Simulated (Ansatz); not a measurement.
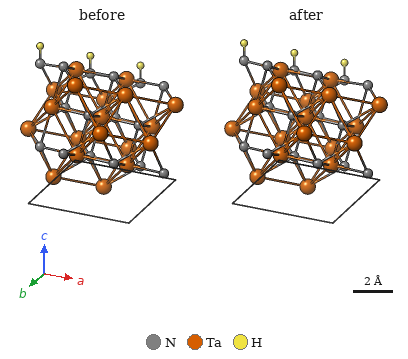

The structure of a slab of composition Ta$_{6}$HN$_{6}$ (cut from the P6_3/mmc phase) before (left) and after (right) a constrained relaxation, at one scale.

A ball-and-stick model of the 2 × 1 repeat of the cell, outlined in the plane, without the vacuum, seen from a free direction.

Case: H put at a top N site. The slab is the (1 0 0) face of TaN with H on it. 5 atoms are held fixed.

The calculation used DFT r2SCAN, scalar-relativistic, plane waves, PAW (Ansatz).

Input file:
```yaml
crystal:
  lattice:
    - [2.9016586662, 0.0, 0.0]
    - [0.0, 5.8915240703, 0.0]
    - [0.0, 0.0, 25.7010936481]
  atoms:
    - { symbol: "N", position: [0.0, 0.25, 0.3307252258] }
    - { symbol: Ta, position: [0.5, 0.0, 0.3633167068] }
    - { symbol: Ta, position: [0.5, 0.5, 0.3633167068] }
    - { symbol: "N", position: [0.0, 0.75, 0.3959081879] }
    - { symbol: "N", position: [0.5, 0.25, 0.4284996689] }
    - { symbol: Ta, position: [0.0, 0.0009880139, 0.4610333822] }
    - { symbol: Ta, position: [0.0, 0.4990119861, 0.4610333822] }
    - { symbol: "N", position: [0.5, 0.75, 0.4943033698] }
    - { symbol: "N", position: [0.0, 0.25, 0.5276441358] }
    - { symbol: Ta, position: [0.5, -0.012975881, 0.5583506269] }
    - { symbol: Ta, position: [0.5, 0.512975881, 0.5583506269] }
    - { symbol: "N", position: [0.0, 0.75, 0.583414376] }
    - { symbol: H, position: [0.0, 0.75, 0.6231014031] }
basis:
  ecutwfc: 500
kpoints:
  mp_grid: { grid: [10, 5, 1] }
hamiltonian:
  xc: r2scan
scf:
  occupations: { method: gaussian, width: 0.1 }
output:
  forces: true
  eigenvalues: true
  write_density: true
  write_potential: true
  elf: true
  volumetric_format: npy
relax:
  adjacent_minimum: "off"
  f_tol: 0.03
  max_steps: 70
  constraints: [{ sites: [0, 1, 2, 3, 4] }]
efield:
  axis: 3
  dipole_correction: true
  ramp_width: 0.04
```

Launched with:
```bash
ansatz run input.yaml --threads 4 --pin off --max-ram 10240MiB --backend cpu --events-out ev --progress --plain --runs-dir out
```

What changed between the two?

Answer. The atom that moves furthest is N12 (0.17 Å along the normal (+c)). Largest moves by element: N 0.17 Å, H 0.17 Å, Ta 0.08 Å. The cell stays as it was. Near-neighbour distances that change, for instance: Ta10–N12 2.114 → 2.231 Å, Ta10–Ta11 3.099 → 2.986 Å, Ta10–Ta11 (another image) 2.793 → 2.905 Å, N9–Ta10 2.265 → 2.188 Å. Among the angles between lasting bonds that change: Ta10–N12–Ta11 144.5° → 133.9°, Ta10–N8–Ta11 80.6° → 86.2°, Ta10–N12–Ta10 86.7° → 81.1°. After 5 accepted moves (6 points after the start) the energy has fallen by 0.564 eV per cell of the calculation. The largest force component goes from 2.9 to 0.005 eV/Å. The line search rejected the trial step at point 5 of the run. Cost: 2 min on 4 threads of Intel(R) Xeon(R) 6975P-C (Granite Rapids), with other jobs on the host, peak memory 2.2 GiB.

Limits of the set-up: the cell has an odd number of electrons but was run without spin polarisation; the periodic images lie only 2.9 Å apart, so the values are limited by the cell's size.
